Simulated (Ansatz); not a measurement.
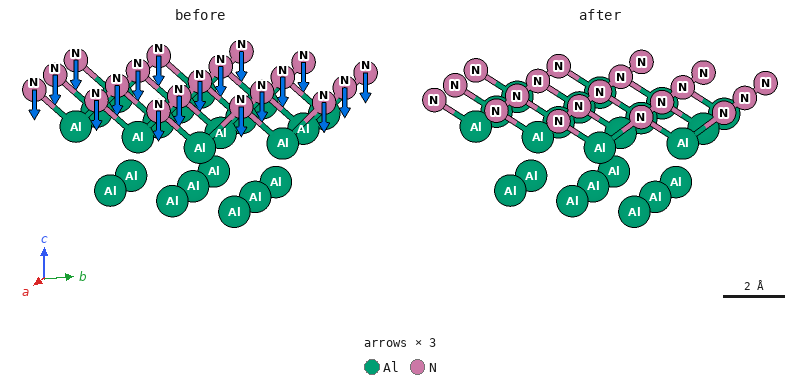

The structure of a slab of composition Al$_{9}$N (cut from the P6_3/mmc phase) before (left) and after (right) a constrained relaxation, at one scale. The blue arrows give the displacements, 3 times their true length.

Style: ball-and-stick. Shown: the atoms within 5.8 Å of the atom that moves most (axes of the 2 × 3 repeat of the cell, outlined in the plane, without the vacuum), slightly off an axis.

Case: N over the place (0/4, 2/4) of the surface cell, its height relaxed. The slab is the (0 0 1) face of Al with N on it. 9 atoms are held fixed.

All numbers below come from Ansatz, DFT PBEsol, scalar-relativistic, plane waves, PAW.

Input
```yaml
crystal:
  lattice:
    - [2.8362844918, 0.0, 0.0]
    - [-1.4181422459, 2.4562944222, 0.0]
    - [0.0, 0.0, 37.6442989108]
  atoms:
    - { symbol: Al, position: [0.3333333333, 0.6666666667, 0.2257978033] }
    - { symbol: Al, position: [0.0, 0.0, 0.2877072406] }
    - { symbol: Al, position: [0.6666666667, 0.3333333333, 0.3496166779] }
    - { symbol: Al, position: [0.0, 0.0, 0.4115261153] }
    - { symbol: Al, position: [0.3333333333, 0.6666666667, 0.4729161237] }
    - { symbol: Al, position: [0.0, 0.0, 0.5342805556] }
    - { symbol: Al, position: [0.6666666667, 0.3333333333, 0.5966221375] }
    - { symbol: Al, position: [0.0, 0.0, 0.6583877038] }
    - { symbol: Al, position: [0.3333333333, 0.6666666667, 0.7209215701] }
    - { symbol: "N", position: [0.3333333333, 1.1666666667, 0.7554553517] }
basis:
  ecutwfc: 420
kpoints:
  mp_grid: { grid: [12, 12, 1] }
hamiltonian:
  xc: pbesol
scf:
  occupations: { method: gaussian, width: 0.1 }
output:
  forces: true
  eigenvalues: true
  write_density: true
  write_potential: true
  elf: true
  volumetric_format: npy
relax:
  adjacent_minimum: "off"
  f_tol: 0.02
  max_steps: 25
  constraints: [{ sites: [0, 1, 2, 3, 4, 5, 6, 7, 8] }, { site: 9, fix: xy }]
efield:
  axis: 3
  dipole_correction: true
  ramp_width: 0.04
```

Launched with:
```bash
ansatz run input.yaml --threads 1 --pin off --max-ram 2560MiB --backend cpu --events-out ev --progress --plain --runs-dir out
```

**Summarise the run.**

The atom that moves furthest is N10 (0.34 Å along the normal (−c)). Al stays in place. The cell doesn't change. Among the contacts that change: Al9–N10 1.924 → 1.710 Å. Bond angles that change, for instance: Al9–N10–Al9 95.0° → 112.0°, N10–Al9–N10 95.0° → 112.0°. Over 4 accepted moves (5 points after the start) the energy falls by 0.566 eV per cell of the calculation. Largest force component: 2.8 eV/Å at the start, 0.02 eV/Å at the end. 1 step only repeated the SCF at the same geometry.

Limits of the set-up: the periodic images lie only 2.8 Å apart, so the values are limited by the cell's size.
